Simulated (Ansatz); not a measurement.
Geometry relaxation of Pt (part 3 of 3)

Continued. System: Pt (defect cell, 28 atoms in the cell). Method: DFT PBEsol, scalar-relativistic, plane waves, PAW, no spin polarisation (Ansatz 0.2.0); cutoff 420 eV, 4×4×4 k-mesh, Gaussian smearing of 0.1 eV. The structure derives from a Materials Project entry. It belongs to a series of runs on one base structure; here: Pt interstitial, charge +0, atoms relaxed at the host's cell.

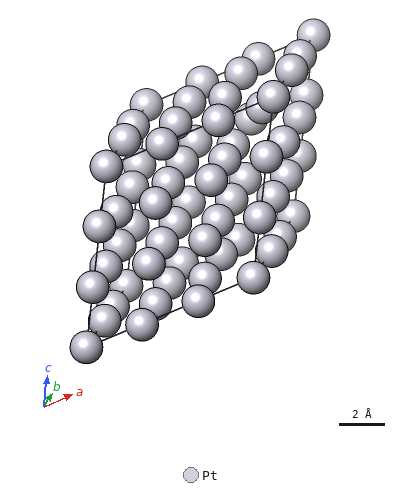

*The geometry at step 4 of the log (spheres-only view of the cell of the calculation, seen slightly off an axis).*

Trajectory as extended XYZ (Å, eV, eV/Å), 4 of the 6 frames kept, from step=1 to step=6
```
28
Lattice="0.0000 5.8770 -5.8770 5.8770 5.8770 0.0000 5.8770 0.0000 -5.8770" Properties=species:S:1:pos:R:3:forces:R:3 step=1 energy=-346712.50643
Pt    3.9180    3.9180   -7.8360   -0.0362   0.0899  -0.2255
Pt    5.8770    5.8770   -7.8360    0.1859  -0.4063   0.1773
Pt    7.8286    7.8967   -7.8908    1.7152  -0.5725  37.9899
Pt    9.7950    7.8360   -5.8770    0.1668   0.0015   0.1537
Pt    5.8770    3.9180   -5.8770   -0.5056  -0.2065  -0.3627
Pt    7.8360    5.8770   -5.8770    0.0375   0.5184  -0.5269
Pt    3.9180    0.0000   -3.9180   -0.0658  -0.1811  -0.0209
Pt    5.9427    1.8861   -3.8374  -43.0530  -3.2578  -0.1053
Pt    7.7339    3.9632   -4.0101    0.7764  28.7790  -1.1581
Pt    7.8360    9.7950   -5.8770   -0.0646  -0.0423  -0.0886
Pt    3.9180    5.8770   -5.8770    0.3247  -0.1163  -0.4910
Pt    5.8770    7.8360   -5.8770    0.1224   0.0288  -0.1490
Pt    1.9590    1.9590   -3.9180    0.0470   0.0008  -0.0568
Pt    3.9180    3.9180   -3.9180    0.8505  -0.9565  -0.0220
Pt    5.8770    5.8770   -3.9180   -0.0537   0.0513   0.0288
Pt    1.9590    0.0000   -1.9590    0.0005  -0.3172  -0.1703
Pt    3.9180    1.9590   -1.9590    0.1545   0.0415  -0.1240
Pt    5.8770    3.9180   -1.9590   -0.1844   0.2639   0.1541
Pt    0.0000    3.9180   -3.9180    0.0370   0.2010  -0.0122
Pt    2.1313    5.8411   -3.8896    0.0669 -16.9009  -0.5441
Pt    3.9464    7.7951   -3.9034   18.7265  -0.0972  -0.5122
Pt    0.0000    1.9590   -1.9590   -0.0483   0.0430   0.0962
Pt    1.9590    3.9180   -1.9590   -0.0664   0.0018   0.0577
Pt    3.9180    5.8770   -1.9590    0.4100  -0.1050   0.7428
Pt    0.0000    0.0000    0.0000    0.1953  -0.0035   0.2115
Pt    1.9593    1.9518   -0.0484    0.6642  -0.8071 -19.1775
Pt    3.9180    3.9180    0.0000    0.0705  -0.0859   0.1136
Pt    7.7742    7.9086   -9.7648   19.5267  -5.9650 -15.9786
28
Lattice="0.0000 5.8770 -5.8770 5.8770 5.8770 0.0000 5.8770 0.0000 -5.8770" Properties=species:S:1:pos:R:3:forces:R:3 step=3 energy=-346737.34602
Pt    3.9096    3.9148   -7.8463   -0.0711  -0.0352  -0.1269
Pt    5.8860    5.8827   -7.8426    0.1010  -0.0849   0.0539
Pt    7.8160    7.8833   -7.5934    0.0914  -0.2359   4.0056
Pt    9.8049    7.8372   -5.8778    0.0753  -0.0402  -0.0400
Pt    5.8787    3.9113   -5.8723   -0.0634  -0.1053  -0.0587
Pt    7.8335    5.8946   -5.8972    0.0420   0.1348  -0.2685
Pt    3.9152   -0.0138   -3.9194   -0.1111  -0.2016  -0.0367
Pt    5.6241    1.9117   -3.8565   -3.8923   0.0161  -0.2970
Pt    7.7566    4.2281   -3.9614    0.5319   3.5356   0.2729
Pt    7.8373    9.8017   -5.8724    0.0510   0.1580   0.0152
Pt    3.9075    5.8852   -5.8726    0.0480   0.0477  -0.0305
Pt    5.8761    7.8424   -5.8792   -0.0839   0.0060  -0.1061
Pt    1.9572    1.9589   -3.9151    0.0260  -0.0269  -0.0261
Pt    3.9499    3.8842   -3.9168    0.2224   0.0120  -0.0282
Pt    5.8646    5.8799   -3.9142   -0.2648  -0.0442  -0.0560
Pt    1.9560   -0.0217   -1.9667    0.0520  -0.1295   0.0841
Pt    3.9196    1.9577   -1.9530    0.0367  -0.0528   0.1909
Pt    5.8736    3.9195   -1.9509    0.0057  -0.0031  -0.0291
Pt    0.0139    3.9432   -3.9170   -0.0771   0.1147  -0.0254
Pt    2.0642    5.5910   -3.8867   -0.5852  -3.3542  -0.1102
Pt    4.2355    7.8144   -3.8943    3.8559   0.4069  -0.0801
Pt   -0.0063    1.9628   -1.9555   -0.1798   0.0014   0.1292
Pt    1.9564    3.9221   -1.9563    0.0474   0.1322   0.1453
Pt    3.9115    5.8821   -1.9490    0.0660   0.0715   0.0949
Pt    0.0094    0.0081    0.0178    0.1082   0.0388   0.1060
Pt    1.9376    1.9486   -0.3357    0.0625  -0.0963  -3.6862
Pt    3.9048    3.9082    0.0191   -0.0710  -0.0822   0.0781
Pt    7.8776    7.8590   -9.8571   -0.0240  -0.1833  -0.1703
28
Lattice="0.0000 5.8770 -5.8770 5.8770 5.8770 0.0000 5.8770 0.0000 -5.8770" Properties=species:S:1:pos:R:3:forces:R:3 step=4 energy=-346738.43818
Pt    3.9077    3.9052   -7.8510    0.0024   0.0187   0.0255
Pt    5.8918    5.8923   -7.8540    0.0202  -0.0147   0.0478
Pt    7.8375    7.8388   -7.4610    0.0167  -0.0272   0.2001
Pt    9.8132    7.8357   -5.8927   -0.0647   0.0128   0.0735
Pt    5.8963    3.9069   -5.8639   -0.0676  -0.0041  -0.0147
Pt    7.8347    5.8639   -5.8922    0.0264   0.0699   0.0494
Pt    3.9354   -0.0156   -3.9193   -0.0951   0.0861  -0.0041
Pt    5.5070    1.9557   -3.9177   -0.1934   0.0144  -0.0125
Pt    7.8413    4.2890   -3.9223   -0.0182   0.2047   0.0370
Pt    7.8419    9.8136   -5.8999   -0.0233  -0.0883   0.0857
Pt    3.9055    5.8923   -5.8645    0.0358  -0.0201  -0.0117
Pt    5.8624    7.8382   -5.8969    0.0792   0.0014   0.0638
Pt    1.9587    1.9642   -3.9183   -0.0190   0.0075   0.0189
Pt    3.9437    3.9308   -3.9158   -0.0745  -0.0670  -0.0270
Pt    5.8626    5.8575   -3.9192    0.0864   0.0885   0.0149
Pt    1.9597   -0.0145   -1.9454    0.0098   0.0697  -0.0776
Pt    3.9380    1.9576   -1.9427   -0.0637   0.0279  -0.0810
Pt    5.8964    3.9053   -1.9731   -0.0356   0.0178   0.0010
Pt   -0.0190    3.9419   -3.9188    0.1370  -0.1009   0.0002
Pt    1.9687    5.4898   -3.9236   -0.0384  -0.1806   0.0228
Pt    4.3041    7.8391   -3.9215    0.2281  -0.0119   0.0260
Pt   -0.0199    1.9583   -1.9363    0.1177   0.0269  -0.1299
Pt    1.9622    3.9402   -1.9399   -0.0250  -0.0958  -0.0965
Pt    3.9036    5.8927   -1.9771    0.0318  -0.0013   0.0389
Pt    0.0180    0.0168    0.0129   -0.0090  -0.0268  -0.0139
Pt    1.9627    1.9662   -0.3789   -0.0093  -0.0383  -0.2882
Pt    3.9105    3.9108    0.0093   -0.0045  -0.0070  -0.0145
Pt    7.8463    7.8242   -9.7986   -0.0500   0.0375   0.0661
28
Lattice="0.0000 5.8770 -5.8770 5.8770 5.8770 0.0000 5.8770 0.0000 -5.8770" Properties=species:S:1:pos:R:3:forces:R:3 step=6 energy=-346738.44741
Pt    3.9082    3.9060   -7.8503    0.0013  -0.0019  -0.0034
Pt    5.8934    5.8912   -7.8504    0.0022  -0.0030  -0.0030
Pt    7.8399    7.8365   -7.4543   -0.0034   0.0004  -0.0056
Pt    9.8129    7.8366   -5.8928    0.0004   0.0010  -0.0012
Pt    5.8932    3.9060   -5.8652    0.0037  -0.0015  -0.0004
Pt    7.8395    5.8632   -5.8925   -0.0032  -0.0007  -0.0032
Pt    3.9358   -0.0137   -3.9196    0.0035  -0.0015   0.0013
Pt    5.4976    1.9598   -3.9197    0.0038  -0.0011   0.0011
Pt    7.8394    4.3015   -3.9194    0.0001  -0.0083  -0.0006
Pt    7.8392    9.8101   -5.8932    0.0005   0.0033  -0.0020
Pt    3.9084    5.8908   -5.8653   -0.0021   0.0027   0.0006
Pt    5.8659    7.8370   -5.8931   -0.0015  -0.0023   0.0006
Pt    1.9621    1.9600   -3.9193    0.0014  -0.0015  -0.0008
Pt    3.9357    3.9330   -3.9196    0.0033   0.0011   0.0022
Pt    5.8659    5.8632   -3.9192    0.0009  -0.0022  -0.0007
Pt    1.9626   -0.0135   -1.9463   -0.0022  -0.0027   0.0030
Pt    3.9361    1.9599   -1.9462   -0.0014  -0.0006   0.0016
Pt    5.8935    3.9056   -1.9737    0.0018   0.0008  -0.0008
Pt   -0.0111    3.9332   -3.9196   -0.0057   0.0032   0.0016
Pt    1.9625    5.4942   -3.9196   -0.0020   0.0074   0.0003
Pt    4.3047    7.8365   -3.9193   -0.0053   0.0040  -0.0031
Pt   -0.0114    1.9602   -1.9456    0.0000  -0.0028  -0.0001
Pt    1.9620    3.9332   -1.9458    0.0010   0.0034   0.0020
Pt    3.9080    5.8908   -1.9737    0.0014  -0.0002  -0.0008
Pt    0.0165    0.0138    0.0114    0.0019   0.0003   0.0004
Pt    1.9625    1.9596   -0.3847    0.0009   0.0017   0.0107
Pt    3.9085    3.9060    0.0111   -0.0015  -0.0030   0.0045
Pt    7.8396    7.8361   -9.7964    0.0004   0.0037  -0.0039
```

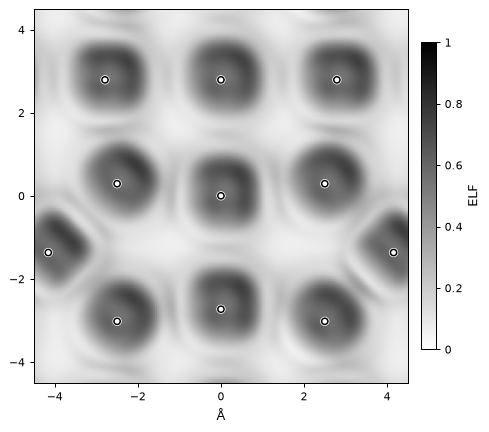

*ELF on the (101) plane of the calculation cell. Circles mark the nuclei in the plane (Pt).*

Atoms in the plane: Pt. Pt–Pt (2.34 Å): the ELF is about 0.35 at the midpoint, which marks nearly free electrons, as in a simple metal. Pt–Pt (2.52 Å): the ELF is about 0.35 at the midpoint; no shared electron pair. The strong features right at Pt lie inside the PAW spheres (semicore, d or f shells) and say nothing about bonding. Core electrons are frozen (PAW), so the fields are smoothed inside the atomic spheres.

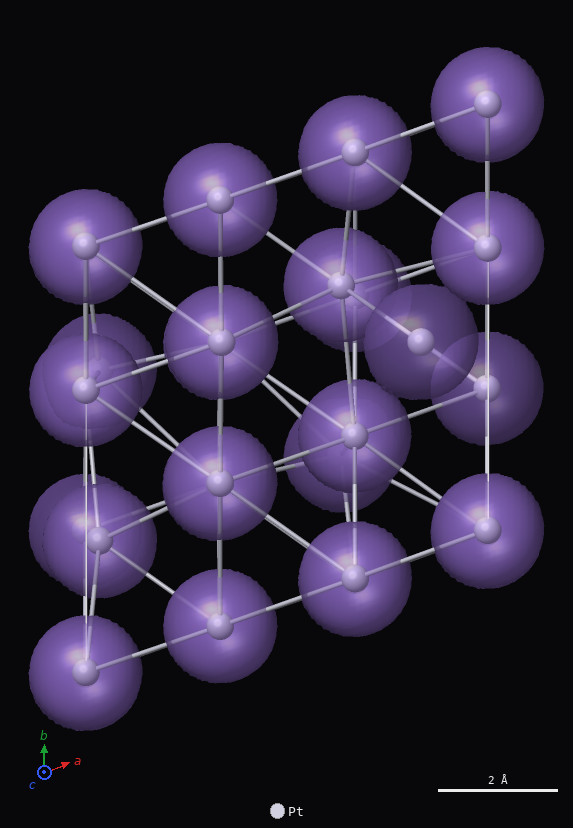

*Isosurface of the valence electron density at 1 e/Å³ (purple), seen along the c axis. Sticks mark near contacts. The outline is the calculation cell.*

At this value the density breaks into separate islands; it holds about 75 % of the electrons treated as valence (semicore included). It is pinched off along the Pt–Pt (2.34 Å) and Pt–Pt (2.52 Å) contacts. On the grid the lowest density along these lines, outside the cores, is 0.87 e/Å³ (Pt–Pt, 2.34 Å) and 0.61 e/Å³ (Pt–Pt, 2.52 Å).

This output came from the following input.

Input file
```yaml
crystal:
  lattice:
    - [0.0, 5.8769744843, -5.8769744843]
    - [5.8769744843, 5.8769744843, 0.0]
    - [5.8769744843, 0.0, -5.8769744843]
  atoms:
    - { symbol: Pt, position: [0.6666666667, 0.0, 0.6666666667] }
    - { symbol: Pt, position: [0.6666666667, 0.3333333333, 0.6666666667] }
    - { symbol: Pt, position: [0.6771237535, 0.6665466893, 0.6655395759] }
    - { symbol: Pt, position: [0.3333333333, 1.0, 0.6666666667] }
    - { symbol: Pt, position: [0.3333333333, 0.3333333333, 0.6666666667] }
    - { symbol: Pt, position: [0.3333333333, 0.6666666667, 0.6666666667] }
    - { symbol: Pt, position: [0.0, 0.0, 0.6666666667] }
    - { symbol: Pt, position: [-0.0186498068, 0.339577075, 0.6716119079] }
    - { symbol: Pt, position: [0.0203604754, 0.6539952786, 0.6619746753] }
    - { symbol: Pt, position: [0.6666666667, 1.0, 0.3333333333] }
    - { symbol: Pt, position: [0.6666666667, 0.3333333333, 0.3333333333] }
    - { symbol: Pt, position: [0.6666666667, 0.6666666667, 0.3333333333] }
    - { symbol: Pt, position: [0.3333333333, 0.0, 0.3333333333] }
    - { symbol: Pt, position: [0.3333333333, 0.3333333333, 0.3333333333] }
    - { symbol: Pt, position: [0.3333333333, 0.6666666667, 0.3333333333] }
    - { symbol: Pt, position: [0.0, 0.0, 0.3333333333] }
    - { symbol: Pt, position: [0.0, 0.3333333333, 0.3333333333] }
    - { symbol: Pt, position: [0.0, 0.6666666667, 0.3333333333] }
    - { symbol: Pt, position: [0.6666666667, 0.0, 0.0] }
    - { symbol: Pt, position: [0.6465435609, 0.3473530648, 0.0152996342] }
    - { symbol: Pt, position: [0.6595362059, 0.6668402225, 0.0046553148] }
    - { symbol: Pt, position: [0.3333333333, 0.0, 0.0] }
    - { symbol: Pt, position: [0.3333333333, 0.3333333333, 0.0] }
    - { symbol: Pt, position: [0.3333333333, 0.6666666667, 0.0] }
    - { symbol: Pt, position: [0.0, 0.0, 0.0] }
    - { symbol: Pt, position: [0.0034794798, 0.328626409, 0.0047592684] }
    - { symbol: Pt, position: [0.0, 0.6666666667, 0.0] }
    - { symbol: Pt, position: [0.8422024599, 0.5034820904, 0.8193404244] }
basis:
  ecutwfc: 420
  xc_grid: 2
kpoints:
  mp_grid: { grid: [4, 4, 4], shift: [0.0, 0.0, 0.0] }
hamiltonian:
  xc: pbesol
scf:
  occupations: { method: gaussian, width: 0.1 }
output:
  forces: true
  stress: false
  eigenvalues: true
  write_density: true
  write_potential: true
  elf: true
  volumetric_format: npy
relax:
  adjacent_minimum: "off"
  f_tol: 0.025
  max_steps: 45
```

Launched with:
```bash
ansatz run input.yaml --threads 4 --pin off --max-ram 8192MiB --backend cpu --events-out ev --progress --plain --runs-dir out
```

Summary

| quantity | value |
| --- | --- |
| outcome | converged |
| electrons treated | 504 |
| free energy | −346738.4474 eV |
| Fermi energy | 24.585 eV |
| gap on the k-point mesh | none (metallic) |
| final volume | 405.97 Å³ |
| largest force (length of the vector) at the end | 0.011 eV/Å |
| hardware | 4 threads of Intel Xeon @ 2.70GHz, 189 GiB of memory available, shared host |
| wall time | 18 min (CPU time 72 min) |
| peak memory | 4.4 GiB |

Notes

Spin–orbit coupling is left out, which matters for Pt.
